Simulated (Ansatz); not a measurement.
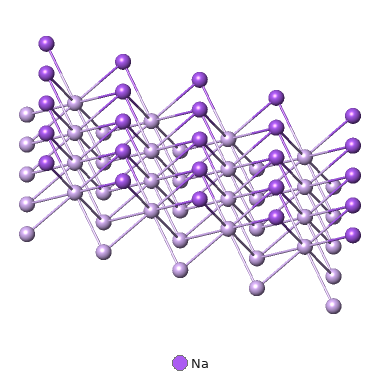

The system is Cl on a Na(100) slab cut from the Im-3m phase, its upper half relaxed before the scan (12 atoms of substrate and one adsorbate in a 2 × 2 cell); the picture shows it without the atoms that are moved over the map. Cl is moved over the surface cell; relaxed at each place: the height of the adsorbate's atoms; substrate rigid; the origin of the map has the adsorbate above Na9. Places are given modulo a cell vector. The map is drawn in real space over the plane of the surface. The scan uses a 10 × 10 grid; 21 points were computed and 79 follow by symmetry. Places are given in fractions of the 1 × 1 surface cell. Energies: eV, counted from the lowest grid point. The runs have no spin polarisation; a magnetic state may lie lower. Level of theory: DFT PBE, scalar-relativistic, plane waves, PAW in Ansatz 0.2.0. Settings: cutoff 420 eV, k-mesh 3×3×1, gaussian smearing 0.1 eV, no spin polarisation.

Range: position of Cl13 along the first surface vector from 0.0 to 0.9; position of Cl13 along the second surface vector from 0.0 to 0.9.

### What will the energy surface look like?

The lowest grid point is at a fourfold hollow over a second-layer Na atom, (5/10, 5/10) of the cell vectors. No other kind of well shows on this grid. The highest grid point, the top site over a surface Na atom, (0/10, 0/10) of the cell vectors, lies 1.14 eV above the lowest. On the interpolated surface the easiest way out of the lowest well to its copy in the next cell or period passes a barrier of about 0.38 eV. At the lowest point the adsorbate has 1 Na at 2.72 Å as nearest neighbours, at the highest 1 Na at 2.42 Å. Its relaxed height above the top atom is 0.62 Å at the lowest and 2.42 Å at the highest point.

| second ↓, first → | 0/10 | 1/10 | 2/10 | 3/10 | 4/10 | 5/10 | 6/10 | 7/10 | 8/10 | 9/10 |
| --- | --- | --- | --- | --- | --- | --- | --- | --- | --- | --- |
| 9/10 | 1.11 | 1.08 | 0.99 | 0.83 | 0.57 | 0.35 | 0.57 | 0.83 | 0.99 | 1.08 |
| 8/10 | 1.02 | 0.99 | 0.91 | 0.75 | 0.49 | 0.28 | 0.49 | 0.75 | 0.91 | 0.99 |
| 7/10 | 0.86 | 0.83 | 0.75 | 0.59 | 0.34 | 0.14 | 0.34 | 0.59 | 0.75 | 0.83 |
| 6/10 | 0.59 | 0.57 | 0.49 | 0.34 | 0.12 | 0.02 | 0.12 | 0.34 | 0.49 | 0.57 |
| 5/10 | 0.38 | 0.35 | 0.28 | 0.14 | 0.02 | 0.00 | 0.02 | 0.14 | 0.28 | 0.35 |
| 4/10 | 0.59 | 0.57 | 0.49 | 0.34 | 0.12 | 0.02 | 0.12 | 0.34 | 0.49 | 0.57 |
| 3/10 | 0.86 | 0.83 | 0.75 | 0.59 | 0.34 | 0.14 | 0.34 | 0.59 | 0.75 | 0.83 |
| 2/10 | 1.02 | 0.99 | 0.91 | 0.75 | 0.49 | 0.28 | 0.49 | 0.75 | 0.91 | 0.99 |
| 1/10 | 1.11 | 1.08 | 0.99 | 0.83 | 0.57 | 0.35 | 0.57 | 0.83 | 0.99 | 1.08 |
| 0/10 | 1.14 | 1.11 | 1.02 | 0.86 | 0.59 | 0.38 | 0.59 | 0.86 | 1.02 | 1.11 |

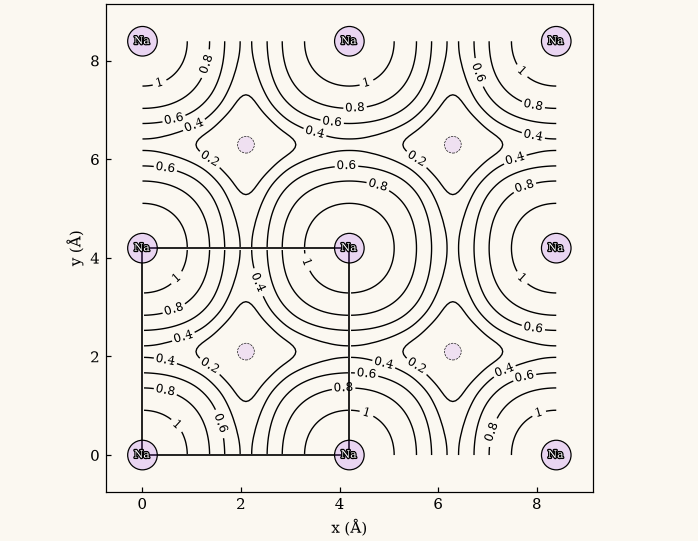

In the figure: contour lines labelled in eV, labelled circles for the atoms of the top layer and small ones for the second layer, the outline of one cell of the 2 × 2 shown. Between grid points the surface is interpolated.

Each point was launched as `ansatz run input.yaml --threads 4 --pin off --max-ram 12288MiB --backend cpu --events-out ev --progress --plain --runs-dir out`. Time for the 21 points that were run: 11 min on 4 threads of Arm Neoverse V1, on a shared host.
